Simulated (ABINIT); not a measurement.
## Optical-spectrum calculation of P (part 2 of 2)

P (Cmce, 4 atoms in the cell); Kohn-Sham DFT of a periodic cell, PBE, PseudoDojo NC SR PBE v0.4.1 standard, no spin polarisation (ABINIT 10.8.3); cutoff 489.81 eV, 8×8×8 k-mesh, fermi-dirac of 0.05 eV. The structure derives from a Materials Project entry.

Geometry of the input (Å; fractional positions):
```
1.6477  -5.4650  0.0000
1.6477  5.4650  0.0000
0.0000  0.0000  4.5436
P  0.9041  0.0959  0.5888
P  0.0959  0.9041  0.4112
P  0.5959  0.4041  0.0888
P  0.4041  0.5959  0.9112
```

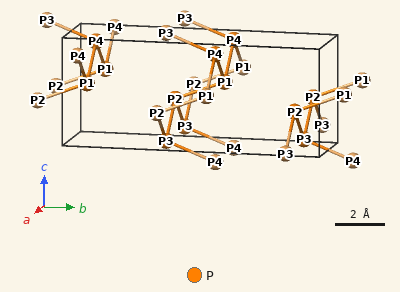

**Figure 1.** The structure as given in the input (ball-and-stick view of the cell 2 times as large as that of the calculation, set on its symmetry axes, seen slightly off an axis; neighbours outside the cell are drawn fainter; atoms are numbered from 1 in the order of the input).

## Output, continued
```
 Mean square residual over all n,k,spin=   46.981E-09; max=  27.658E-06
 reduced coordinates (array xred) for    4 atoms
       0.904143130000      0.095856870000      0.588815170000
       0.095856870000      0.904143130000      0.411184830000
       0.595856870000      0.404143130000      0.088815170000
       0.404143130000      0.595856870000      0.911184830000
 rms dE/dt=  4.1798E-02; max dE/dt=  5.0109E-02; dE/dt below (all hartree)
    1       0.036947415477     -0.036947415477      0.050108936436
    2      -0.036947415477      0.036947415477     -0.050108936436
    3      -0.036947415477      0.036947415477      0.050108936436
    4       0.036947415477     -0.036947415477     -0.050108936436

 cartesian coordinates (angstrom) at end:
    1      1.64774312410000    -4.41731490357999     2.67536156234390
    2      1.64774312410000     4.41731490357999     1.86827402765610
    3      1.64774312410000    -1.04772282152001     0.40354376734390
    4      1.64774312410000     1.04772282152001     4.14009182265610

 cartesian forces (hartree/bohr) at end:
    1     -0.00000000000000     0.00357760206649    -0.00583596696551
    2      0.00000000000000    -0.00357760206649     0.00583596696551
    3     -0.00000000000000    -0.00357760206649    -0.00583596696551
    4      0.00000000000000     0.00357760206649     0.00583596696551
 frms,max,avg= 3.9521196E-03 5.8359670E-03   0.000E+00  0.000E+00  0.000E+00 h/b

 cartesian forces (eV/Angstrom) at end:
    1     -0.00000000000000     0.18396769499104    -0.30009748729373
    2      0.00000000000000    -0.18396769499104     0.30009748729373
    3     -0.00000000000000    -0.18396769499104    -0.30009748729373
    4      0.00000000000000     0.18396769499104     0.30009748729373
 frms,max,avg= 2.0322616E-01 3.0009749E-01   0.000E+00  0.000E+00  0.000E+00 e/A
 length scales=  1.889726125908  1.889726125908  1.889726125908 bohr
              =  1.000000000000  1.000000000000  1.000000000000 angstroms
 Fermi (or HOMO) energy (hartree) =   0.19528   Average Vxc (hartree)=  -0.34436
 Eigenvalues (hartree) for nkpt= 105  k points:
 kpt#   1, nband= 14, wtk=  0.00195, kpt=  0.0000  0.0000  0.0000 (reduced coord)
  -0.38918   -0.28825   -0.16770   -0.05622    0.01093    0.01321    0.04275    0.09061
   0.09770    0.14855    0.21353    0.22929    0.26144    0.29578
      occupation numbers for kpt#   1
   2.00000    2.00000    2.00000    2.00000    2.00000    2.00000    2.00000    2.00000
   2.00000    2.00000    0.00010    0.00000    0.00000    0.00000
 prteigrs : prtvol=0 or 1, do not print more k-points.

--- !EnergyTerms
iteration_state     : {dtset: 1, }
comment             : Components of total free energy in Hartree
kinetic             :  1.00644252390462E+01
hartree             :  3.66051689898446E+00
xc                  : -8.19482157190158E+00
Ewald energy        : -2.47391988684535E+01
psp_core            :  1.16751910501026E+00
local_psp           : -1.37236938495238E+01
non_local_psp       :  4.06755103742514E+00
internal            : -2.76977020094128E+01
'-kT*entropy'       : -1.26790023075037E-05
total_energy        : -2.76977146884151E+01
total_energy_eV     : -7.53693212517445E+02
band_energy         : -1.17293922222857E+00
...

 Cartesian components of stress tensor (hartree/bohr^3)
  sigma(1 1)= -6.19269952E-05  sigma(3 2)=  0.00000000E+00
  sigma(2 2)= -6.96974893E-05  sigma(3 1)=  0.00000000E+00
  sigma(3 3)= -7.52856382E-05  sigma(2 1)=  0.00000000E+00

-Cartesian components of stress tensor (GPa)         [Pressure=  2.0292E+00 GPa]
- sigma(1 1)= -1.82195510E+00  sigma(3 2)=  0.00000000E+00
- sigma(2 2)= -2.05057093E+00  sigma(3 1)=  0.00000000E+00
- sigma(3 3)= -2.21497995E+00  sigma(2 1)=  0.00000000E+00

================================================================================
== DATASET  2 ==================================================================

--- !DatasetInfo
iteration_state: {dtset: 2, }
dimensions: {natom: 4, nkpt: 105, mband: 22, nsppol: 1, nspinor: 1, nspden: 1, mpw: 2029, }
cutoff_energies: {ecut:  18.0, pawecutdg:  -1.0, }
electrons: {nelect:   2.00000000E+01, charge:   0.00000000E+00, occopt:   3.00000000E+00, tsmear:   1.83746611E-03, }
meta: {optdriver: 0, ionmov: 0, optcell: 0, iscf: -3, paral_kgb: 0, }
...

 mkfilename : getden/=0, take file _DEN from output of DATASET   1.

 Exchange-correlation functional for the present dataset will be:
  GGA: Perdew-Burke-Ernzerhof functional - ixc=11
  J.P.Perdew, K.Burke, M.Ernzerhof, PRL 77, 3865 (1996)

 Real(R)+Recip(G) space primitive vectors, cartesian coordinates (Bohr,Bohr^-1):
 R(1)=  3.1137832-10.3274246  0.0000000  G(1)=  0.1605764 -0.0484148  0.0000000
 R(2)=  3.1137832 10.3274246  0.0000000  G(2)=  0.1605764  0.0484148  0.0000000
 R(3)=  0.0000000  0.0000000  8.5862269  G(3)=  0.0000000  0.0000000  0.1164656
 Unit cell volume ucvol=  5.5222080E+02 bohr^3
 Angles (23,13,12)=  9.00000000E+01  9.00000000E+01  1.46443224E+02 degrees

 getcut: wavevector=  0.0000  0.0000  0.0000  ngfft=  45  45  36
         ecut(hartree)=     18.000   => boxcut(ratio)=   2.13663
--------------------------------------------------------------------------------

================================================================================

--- !BeginCycle
iteration_state: {dtset: 2, }
solver: {iscf: -3, nstep: 120, nline: 4, wfoptalg: 0, }
tolerances: {tolwfr: 1.00E-12, }
...

     iter   Etot(hartree)      deltaE(h)  residm     vres2
 Non-SCF case, kpt    1 (  0.00000  0.00000  0.00000), residuals and eigenvalues=
  3.70E-13  3.96E-13  7.11E-13  2.06E-13  2.27E-13  2.09E-13  2.80E-13  9.85E-13
  6.68E-13  3.24E-13  8.54E-13  2.93E-13  6.91E-13  5.09E-13  8.20E-13  4.02E-13
  4.15E-13  8.82E-13  6.85E-12  1.02E-08  1.45E-06  7.59E-06
 -3.8918E-01 -2.8825E-01 -1.6770E-01 -5.6220E-02  1.0934E-02  1.3208E-02
  4.2753E-02  9.0611E-02  9.7704E-02  1.4855E-01  2.1353E-01  2.2929E-01
  2.6144E-01  2.9578E-01  3.9012E-01  4.2145E-01  4.4500E-01  4.6298E-01
  4.7041E-01  4.9136E-01  5.0431E-01  5.0461E-01
 prteigrs : prtvol=0 or 1, do not print more k-points.

--- !ResultsGS
iteration_state: {dtset: 2, }
comment   : Summary of ground state results
lattice_vectors:
- [  3.1137832, -10.3274246,   0.0000000, ]
- [  3.1137832,  10.3274246,   0.0000000, ]
- [  0.0000000,   0.0000000,   8.5862269, ]
lattice_lengths: [  10.78663,   10.78663,    8.58623, ]
lattice_angles: [ 90.000,  90.000, 146.443, ] # degrees, (23, 13, 12)
lattice_volume:   5.5222080E+02
convergence: {deltae:  0.000E+00, res2:  0.000E+00, residm:  9.990E-13, diffor:  0.000E+00, }
etotal    :  -2.76977147E+01
entropy   :   0.00000000E+00
fermie    :   1.95283320E-01
cartesian_stress_tensor: null
pressure_GPa: null
xred      :
- [  9.0414E-01,   9.5857E-02,   5.8882E-01,  P]
- [  9.5857E-02,   9.0414E-01,   4.1118E-01,  P]
- [  5.9586E-01,   4.0414E-01,   8.8815E-02,  P]
- [  4.0414E-01,   5.9586E-01,   9.1118E-01,  P]
cartesian_forces: null
force_length_stats: {min: null, max: null, mean: null, }
...

 Integrated electronic density in atomic spheres:
 ------------------------------------------------
 Atom  Sphere_radius  Integrated_density
    1        2.00000          2.77789734
    2        2.00000          2.77789734
    3        2.00000          2.77126078
    4        2.00000          2.77126078
================================================================================

 ----iterations are completed or convergence reached----

 Mean square residual over all n,k,spin=   49.766E-14; max=  99.904E-14
 reduced coordinates (array xred) for    4 atoms
       0.904143130000      0.095856870000      0.588815170000
       0.095856870000      0.904143130000      0.411184830000
       0.595856870000      0.404143130000      0.088815170000
       0.404143130000      0.595856870000      0.911184830000

 cartesian coordinates (angstrom) at end:
    1      1.64774312410000    -4.41731490357999     2.67536156234390
    2      1.64774312410000     4.41731490357999     1.86827402765610
    3      1.64774312410000    -1.04772282152001     0.40354376734390
    4      1.64774312410000     1.04772282152001     4.14009182265610
 length scales=  1.889726125908  1.889726125908  1.889726125908 bohr
              =  1.000000000000  1.000000000000  1.000000000000 angstroms
 Eigenvalues (hartree) for nkpt= 105  k points:
 kpt#   1, nband= 22, wtk=  0.00195, kpt=  0.0000  0.0000  0.0000 (reduced coord)
  -0.38918   -0.28825   -0.16770   -0.05622    0.01093    0.01321    0.04275    0.09061
   0.09770    0.14855    0.21353    0.22929    0.26144    0.29578    0.39012    0.42145
   0.44500    0.46298    0.47041    0.49136    0.50431    0.50461
      occupation numbers for kpt#   1
   2.00000    2.00000    2.00000    2.00000    2.00000    2.00000    2.00000    2.00000
   2.00000    2.00000    0.00010    0.00000    0.00000    0.00000    0.00000    0.00000
   0.00000    0.00000    0.00000    0.00000    0.00000    0.00000
 prteigrs : prtvol=0 or 1, do not print more k-points.

--- !EnergyTerms
iteration_state     : {dtset: 2, }
comment             : Components of total free energy in Hartree
kinetic             :  1.00644251781546E+01
hartree             :  3.66051689898446E+00
xc                  : -8.19482157190158E+00
Ewald energy        : -2.47391988684535E+01
psp_core            :  1.16751910501026E+00
local_psp           : -1.37236938495238E+01
non_local_psp       :  4.06755094335327E+00
internal            : -2.76977021643763E+01
'-kT*entropy'       : -1.26790022949031E-05
total_energy        : -2.76977148433786E+01
...

--- !EnergyTermsDC
iteration_state     : {dtset: 2, }
comment             : '"Double-counting" decomposition of free energy'
band_energy         : -1.17293921828647E+00
Ewald energy        : -2.47391988684535E+01
psp_core            :  1.16751910501026E+00
xc_dc               : -2.95308302767943E+00
internal            : -2.76977020094091E+01
'-kT*entropy'       : -1.26790022949031E-05
total_energy_dc     : -2.76977146884114E+01
...

================================================================================
== DATASET  3 ==================================================================

--- !DatasetInfo
iteration_state: {dtset: 3, }
dimensions: {natom: 4, nkpt: 105, mband: 18, nsppol: 1, nspinor: 1, nspden: 1, mpw: 2029, }
cutoff_energies: {ecut:  18.0, pawecutdg:  -1.0, }
electrons: {nelect:   2.00000000E+01, charge:   0.00000000E+00, occopt:   3.00000000E+00, tsmear:   1.83746611E-03, }
meta: {optdriver: 8, wfk_task: 7, }
...

 mkfilename : getwfk/=0, take file _WFK from output of DATASET   2.

 Exchange-correlation functional for the present dataset will be:
  GGA: Perdew-Burke-Ernzerhof functional - ixc=11
  J.P.Perdew, K.Burke, M.Ernzerhof, PRL 77, 3865 (1996)

--------------------------------------------------------------------------------

 Computation of velocity matrix elements (DDK)

 Parameters extracted from the Abinit header:
    ecut:     18.0
    nkpt:    512
    mband:   22
    nsppol:  1
    nspinor: 1
    useylm:  0
    inclvkb: 2
    bmin: 1, bmax: 22
    Computing diagonal and off-diagonal matrix elements
    Between band index bmin: 1, bmax: 22

== END DATASET(S) ==============================================================
================================================================================

 -outvars: echo values of variables after computation  --------
            acell      1.8897261259E+00  1.8897261259E+00  1.8897261259E+00 Bohr
           etotal1    -2.7697714688E+01
           etotal2    -2.7697714688E+01
           etotal3     0.0000000000E+00
            fcart1    -3.5426288672E-19  3.5776020665E-03 -5.8359669655E-03
                       7.8794375571E-19 -3.5776020665E-03  5.8359669655E-03
                      -1.1936403591E-18 -3.5776020665E-03 -5.8359669655E-03
                       7.5995949013E-19  3.5776020665E-03  5.8359669655E-03
            fcart3     0.0000000000E+00  0.0000000000E+00  0.0000000000E+00
                       0.0000000000E+00  0.0000000000E+00  0.0000000000E+00
                       0.0000000000E+00  0.0000000000E+00  0.0000000000E+00
                       0.0000000000E+00  0.0000000000E+00  0.0000000000E+00
            rprim      1.6477431241E+00 -5.4650377251E+00  0.0000000000E+00
                       1.6477431241E+00  5.4650377251E+00  0.0000000000E+00
                       0.0000000000E+00  0.0000000000E+00  4.5436355900E+00
           strten1    -6.1926995178E-05 -6.9697489286E-05 -7.5285638152E-05
                       0.0000000000E+00  0.0000000000E+00  0.0000000000E+00
           strten3     0.0000000000E+00  0.0000000000E+00  0.0000000000E+00
                       0.0000000000E+00  0.0000000000E+00  0.0000000000E+00
           xangst      1.6477431241E+00 -4.4173149036E+00  2.6753615623E+00
                       1.6477431241E+00  4.4173149036E+00  1.8682740277E+00
                       1.6477431241E+00 -1.0477228215E+00  4.0354376734E-01
                       1.6477431241E+00  1.0477228215E+00  4.1400918227E+00
             xred      9.0414313000E-01  9.5856870000E-02  5.8881517000E-01
                       9.5856870000E-02  9.0414313000E-01  4.1118483000E-01
                       5.9585687000E-01  4.0414313000E-01  8.8815170000E-02
                       4.0414313000E-01  5.9585687000E-01  9.1118483000E-01
 Calculation completed.
```

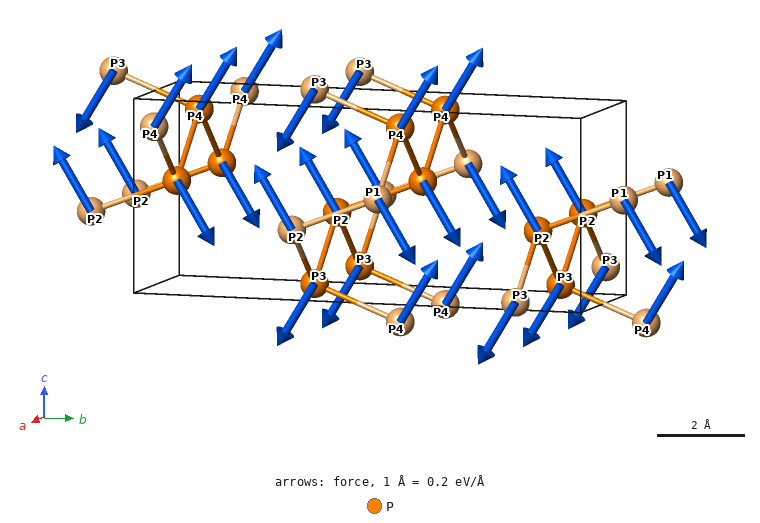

**Figure 2.** Forces on the atoms as blue arrows (ball-and-stick view of the cell 2 times as large as that of the calculation, set on its symmetry axes, seen slightly off an axis; neighbours outside the cell are drawn fainter; atoms are numbered from 1 in the order of the input). The largest act on all 4 P atoms (0.35 eV/Å). The geometry is not a stationary point of this energy.

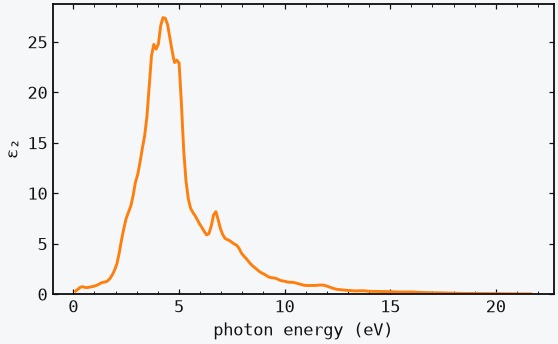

**Figure 3.** Imaginary part of the dielectric function (first component that the program prints). The highest peak, 27.4, lies at 4.25 eV.

## Summary

- outcome: converged
- space group (tolerance 0.01 Å): Cmce (64)
- electrons treated: 20
- free energy: −753.6932 eV
- Fermi energy: 5.314 eV
- gap on the k-point mesh: 0.09 eV
- pressure: 2.03 GPa
- largest force (length of the vector): 0.352 eV/Å
- wall time: 4.6 min
- peak memory: 0.44 GiB

## Remarks

The record of the run, not the program, notes: FFT mesh is not compatible with symmetries. Wavefunction symmetrization might be affected by large errors!. Points of doubt noted for this run: cutoff too low for stress; no intraband term.
